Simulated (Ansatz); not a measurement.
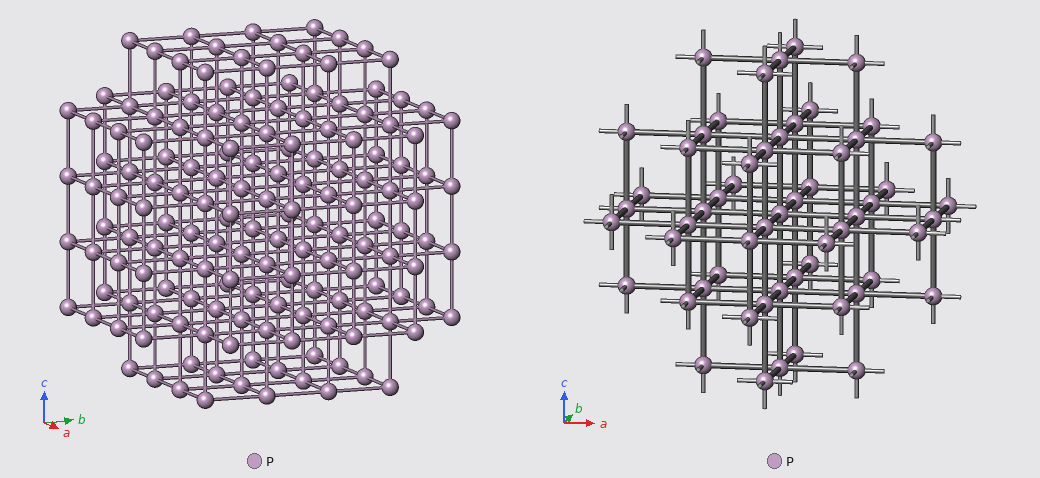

Left: the structure. Right: its underlying net. Nodes are coloured by element. Short stubs are edges that leave the cut-out.

P (space group Pm-3m, No. 221): the input geometry of an electronic-structure calculation (not necessarily at equilibrium); the starting structure was generated, so it need not be a known form of this composition.

Bonds are taken as P–P below 2.8 Å; no other contact counts. Atoms with one bond or none are removed and atoms with two bonds are replaced by edges, until no such atom is left.

The result is a uninodal 6-connected, three-periodic net: P is a 6-connected node. It is the pcu net, known from NaCl, ReO3 and the B-X framework of perovskite. It is a single net, without interpenetration.

```tsv
node	links	point symbol	coordination sequence
P	6	4^12.6^3	6 18 38 66 102
```
